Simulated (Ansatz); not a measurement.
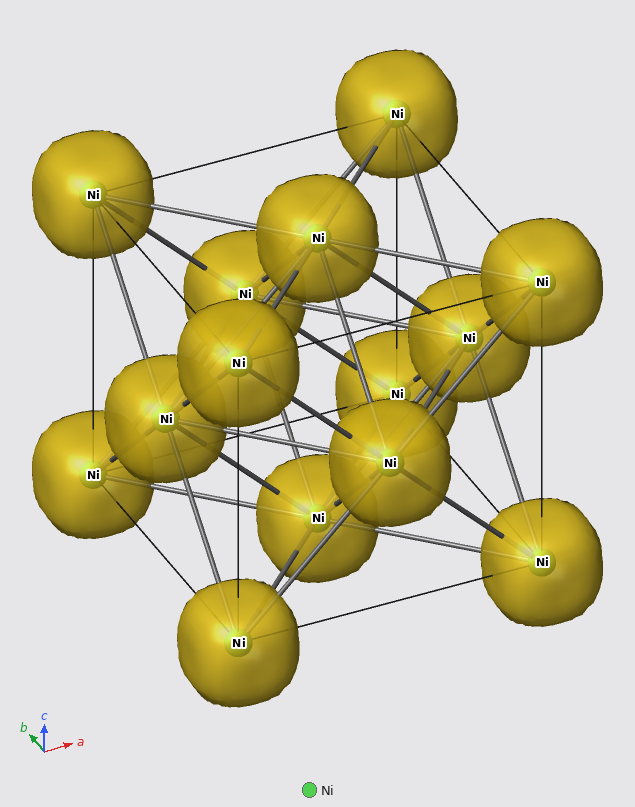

*Ni. Isosurface of the spin density (up minus down) at +0.1 e/Å³ (yellow), seen at an oblique angle. Sticks mark near contacts.*

Space group Fm-3m; changed on purpose from its base cell (strain +0.080 along x and y, +0.080 along z, atoms carried along); computed pressure about −26 GPa in this cell; spin-polarised.

These are results of DFT PBE, scalar-relativistic, plane waves, PAW (Ansatz), not measurements.

In a PAW calculation such maps are meaningful between the atoms, not at the nuclei.

```
Ni
1.0
     3.80000    0.00000    0.00000
     0.00000    3.80000    0.00000
     0.00000    0.00000    3.80000
Ni
4
Direct
  0.00000 0.00000 0.00000
  0.50000 0.50000 0.00000
  0.50000 0.00000 0.50000
  0.00000 0.50000 0.50000
```

Question: Which atoms carry the moments, and with what signs?

Answer: The spin density sits on Ni: +0.8 μB (×4) in one cell of 4 atoms: parallel main moments, as they must be, since the calculation's own cell holds one magnetic site. The cell of the calculation (1 atoms) carries 0.7 μB of net spin moment.
